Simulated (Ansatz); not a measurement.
# MoSe: what the fields show

```yaml
crystal:
  lattice:
    - [-5.33734, 0.00000, 0.00000]
    - [0.00000, 0.00000, -5.36509]
    - [0.00000, -5.36509, 0.00000]
  atoms:
    - { symbol: Mo, position: [0.50000, 0.50000, 0.50000] }
    - { symbol: Mo, position: [0.50000, 0.00000, 0.00000] }
    - { symbol: Se, position: [0.00000, 0.50000, 0.49627] }
    - { symbol: Se, position: [0.00000, 0.00000, 0.99627] }
    - { symbol: Mo, position: [0.00000, 0.50000, 0.00000] }
    - { symbol: Mo, position: [0.00000, 0.00000, 0.50000] }
    - { symbol: Se, position: [0.50000, 0.50000, 0.00000] }
    - { symbol: Se, position: [0.50000, 0.00000, 0.50000] }
```

Space group Amm2; started from the rocksalt prototype, which need not be the ambient phase; changed on purpose from its base cell (atom 2 (Se) moved 0.02 A along y); spin-polarised.

Computed with DFT PBE, scalar-relativistic, plane waves, PAW in Ansatz.

Core electrons are frozen (PAW), and the valence fields are smoothed inside the atomic spheres.

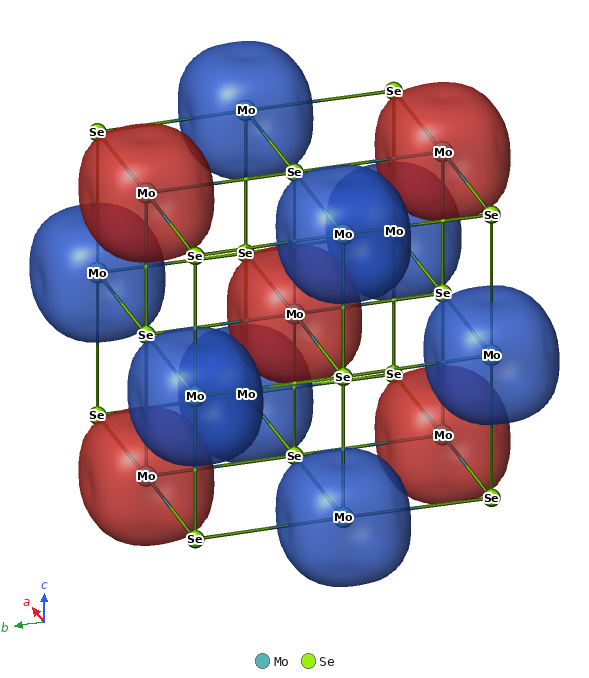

Figure 1. Isosurfaces of the spin density at +0.1 (red) and −0.1 e/Å³ (blue), seen at an oblique angle. Sticks mark near contacts.

**Where is the spin, and how is it ordered?**

The spin density sits on Mo: +2.0 μB (×2) and −2.0 μB (×2) in one cell of 8 atoms: ferrimagnetic (opposed moments on unlike sites) in this solution. The cell of the calculation (4 atoms) carries 0.0 μB of net spin moment.

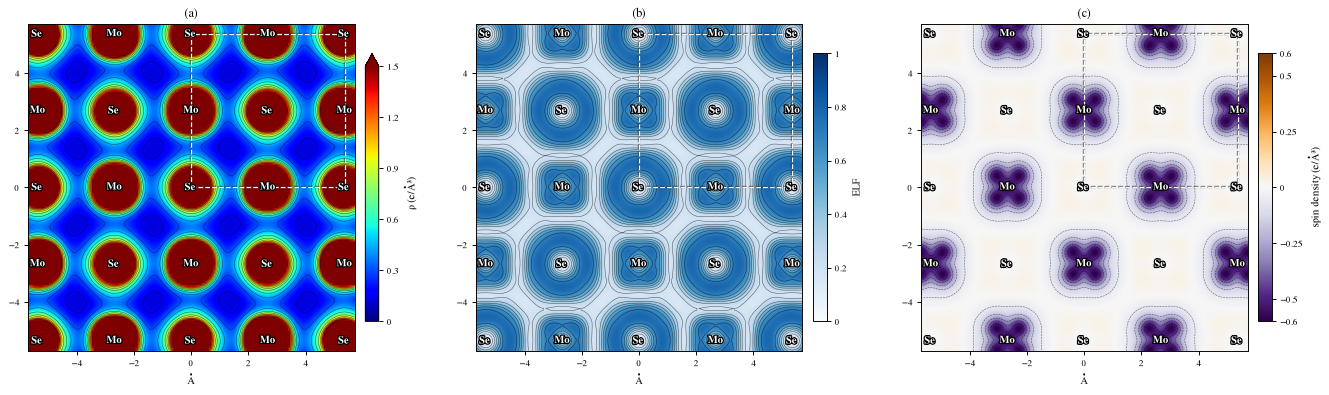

Figure 2. (a) valence charge density (pseudo); (b) ELF; (c) magnetisation density (up minus down) on the (100) plane of the conventional cell.

**Read the bonding off the picture.**

The section cuts through Se and Mo sites. Mo–Se (2.66 Å): the density is about 0.38 e/Å³ at the midpoint; the ELF is about 0.35 at the midpoint. Mo–Se (2.70 Å): the density is about 0.35 e/Å³ at the midpoint; the ELF is about 0.35 at the midpoint. Between the atoms the lowest density in this plane is 0.12 e/Å³. The features right at Mo lie inside the PAW spheres, where the map follows smoothed inner orbitals and isn't to be read closely.

**Metal or insulator at this level of theory?**

It is metallic or semimetallic at this level of theory: no gap opens; semilocal functionals without U, or without the true magnetic order, often close the gap of such compounds.
